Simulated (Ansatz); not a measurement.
**Mending a single-point calculation on C**

System: C (Fd-3m, 2 atoms in the cell).
Method of the first run: DFT, PBE, plane waves, PAW (Ansatz 0.2.0).

The structure derives from an entry of the Crystallography Open Database. Text and figures count atoms from 1; the logs count them from 0 in places.

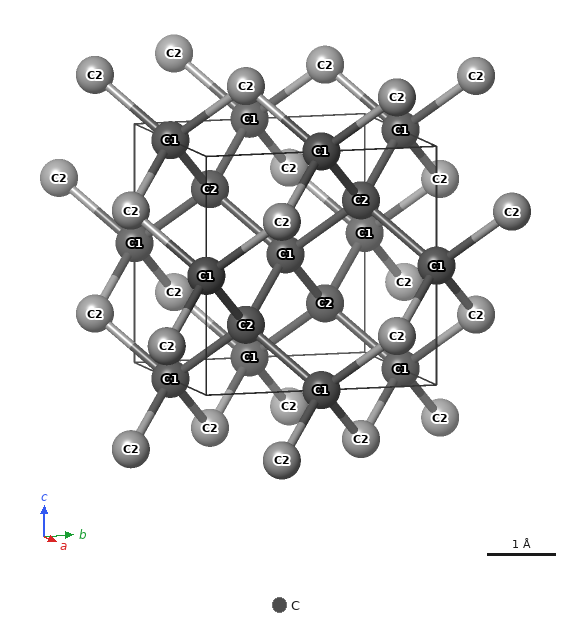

Fig. 1: The structure (ball-and-stick view of the cell 4 times as large as that of the calculation, set on its symmetry axes, seen slightly off an axis; neighbours outside the cell are drawn fainter; atoms are numbered from 1 in the order of the input). Near neighbours in the crystal (not all of them lie inside the picture): C has 4 C at 1.54 Å.

Input file, the first run:
```yaml
crystal:
  lattice:
    - [0.0, 1.78339, 1.78339]
    - [1.78339, 0.0, 1.78339]
    - [1.78339, 1.78339, 0.0]
  atoms:
    - { symbol: C, position: [0.5, 0.5, 0.5] }
    - { symbol: C, position: [0.75, 0.75, 0.75] }
hamiltonian:
  xc: pbe
  pseudopotentials: { kind: paw }
basis:
  ecutwfc: 420
kpoints:
  mp_grid: { grid: [14, 14, 14] }
scf:
  occupations: { method: fermi_dirac, width: 0.1 }
  lower_state_search: "off"
  n_extra_bands: 0
  max_iter: 60
output:
  forces: true
  stress: true
```

Command:
```bash
ansatz run input.yaml --threads 2 --pin off --max-ram 5120MiB --backend cpu --events-out ev --progress --plain --runs-dir out
```

Hardware: 2 threads of Intel Xeon (Granite Rapids), 32 GiB of memory available, shared host.

Output (the first run):
```
Error: inconsistent input (scf.n_extra_bands, scf.occupations.method): n_bands = 4 leaves no empty band above the 4 bands per channel that the deck's 8 electrons occupy, and the occupations search for the Fermi level (a smearing at a finite width, or tetrahedra): a level found among occupied bands alone can fill a metal as an insulator; raise scf.n_extra_bands until at least 5 bands are solved (omitted, it auto-derives to 8) (see scf.n_extra_bands in the input reference)
```

### What should be changed in this input?

Some settings of this run were drawn to be unusual or wrong. The program refused the input: “inconsistent input (scf.n_extra_bands, scf.occupations.method): n_bands = 4 leaves no empty band above the 4 bands per channel that the deck's 8 electrons occupy, and the occupations search for the Fermi level (a smearing at a finite width, or tetrahedra): a level found among occupied bands alone can fill a metal as an insulator …”

A run of the same system that converges differs from this input as follows (lines with − go, lines with + come):
```diff
-  n_extra_bands: 0
-  max_iter: 60
```

Output, shortened to warnings, some set-up lines, iterations and results (the second run):
```
Basis set: ecut = 420 eV, 229 PW (Γ), exchange–correlation on 36×36×36 points (8 copies of the dense FFT grid, shifted against one another)
Symmetry: 48 space group operations
k-points: 104 of 2744
Initial density: superposition of atomic densities (neutral atoms: chi_scale 0, normalization atom), corrected by the library's trained network
[...]
SCF iter   1: F=—  HF=-501.615303 eV  |F-HF|=—  |Δ(HF+E_count)|=         —  Δρ=1.76e-3  dr2=9.07e-5  ethr=1.77e-3  ⟨swp⟩=4.6  Hψ=5355  notcnv=0
SCF iter   2: F=—  HF=-501.615413 eV  |F-HF|=—  |Δ(HF+E_count)|=   1.10e-4  Δρ=9.06e-4  dr2=2.53e-5  ethr=1.13e-6  ⟨swp⟩=2.0  Hψ=2040  notcnv=0
SCF iter   3: F=—  HF=-501.615466 eV  |F-HF|=—  |Δ(HF+E_count)|=   5.23e-5  Δρ=1.42e-4  dr2=1.49e-6  ethr=3.17e-7  ⟨swp⟩=2.1  Hψ=1232  notcnv=0
SCF iter   4: F=—  HF=-501.615465 eV  |F-HF|=—  |Δ(HF+E_count)|=   4.90e-7  Δρ=6.42e-5  dr2=2.70e-7  ethr=1.86e-8  ⟨swp⟩=1.1  Hψ=860  notcnv=0
SCF iter   5: F=-501.615465 eV  HF=-501.615465 eV  |F-HF|=1.54e-10  |Δ(HF+E_count)|=   3.99e-8  Δρ=4.99e-6  dr2=1.22e-9  ethr=3.37e-9  ⟨swp⟩=2.5  Hψ=1238  notcnv=0
SCF iter   6: F=-501.615465 eV  HF=-501.615465 eV  |F-HF|=7.28e-12  |Δ(HF+E_count)|=  3.64e-12  Δρ=5.98e-7  dr2=1.28e-11  ethr=1.53e-11  ⟨swp⟩=1.3  Hψ=2505  notcnv=0
SCF 1 converged in 6 iterations: F = -501.615465 eV  dr2 = 1.28e-11
SCF converged after 6 iterations
Free energy (F): -501.615465 eV
Harris-Foulkes:  -501.615465 eV  (|F-HF|=7.28e-12)
Internal energy: -501.615465 eV  (E = F + TS)
E sigma→0 (E₀):  -501.615465 eV
Fermi energy:    15.356070 eV
--- Per-component energies (eV) ---
  E_band       = 34.703294
  E_kinetic    = 184.533759
  E_local      = -122.402092  (includes V_loc(G=0)·N_el)
  E_nonlocal   = 53.315544
  E_hartree    = 26.768865
  E_xc         = -97.430938
  E_vxc        = -120.956502  (∫ρ·V_xc dr)
  E_paw        = -198.443160  (= ΣΔE_a)
  E_vpaw       = -13.325143  (= ΣTr[D̂ρ^β])
  E_aug_tail   = 0.000018  (compensation charges beyond the density's cutoff)
  E_ewald      = -347.957461
  E_smearing   = -0.000000  (= −TS)
  E_closure    = 0.000000  (closes the sum)
  Σ components = -501.615465   (vs F -501.615465, Δ=0.00e0)
--- Forces (eV/Å), atoms counted from 1 ---
  atom   1  C      0.00000000     0.00000000    -0.00000000
  atom   2  C     -0.00000000     0.00000000     0.00000000
  max |Σ_I F_I| component: 5.09e-17 eV/Å
--- Stress (GPa, compression-positive) ---
        1.760550      -0.000000      -0.000000
        0.000000       1.760550      -0.000000
        0.000000      -0.000000       1.760550
  P = ⅓ Tr σ = 1.7606 GPa (17.606 kbar)
```

The two runs side by side:

```tsv
quantity	the first run	the second run
outcome	refused	converged
free energy per atom (eV)	–	−250.8077
pressure (GPa)	–	1.76
volume per atom (Å³)	–	5.67
largest force (eV/Å)	–	0.000
SCF iterations	–	6
irreducible k-points	–	104
plane waves at Γ	–	229
```
